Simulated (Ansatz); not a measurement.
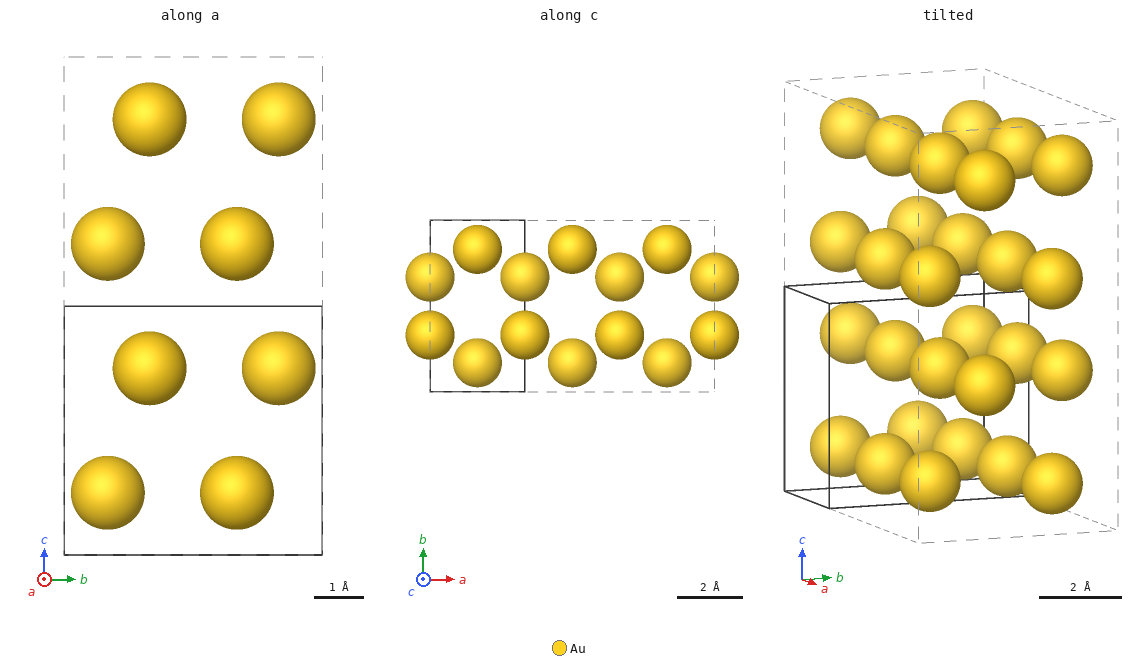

The image is a spheres-only drawing of a crystal, viewed along the a axis, along the c axis and slightly off an axis. Shown are 3×1×2 repeats of the conventional unit cell, one of them outlined in solid lines. Cell: a = 2.931 Å, b = 5.297 Å, c = 5.106 Å, α = 90.00°, β = 90.00°, γ = 90.00°.

Give a description of the structure.

The element is gold. It takes space group Cmcm (No. 63) on a base-centred orthorhombic lattice. The cell holds four atoms. The coordination shell of Au holds twelve Au in a distorted anticuboctahedral arrangement at about 2.9 to 3.1 Å.

It goes back to a structure listed in the Materials Project. It was relaxed at fixed volume with DFT PBE, scalar-relativistic, plane waves, PAW in Ansatz 0.2.0.

At this level of theory the cell isn't at rest (stretched, at -10 GPa), so its distances can differ from those at equilibrium, the more so the softer the solid.
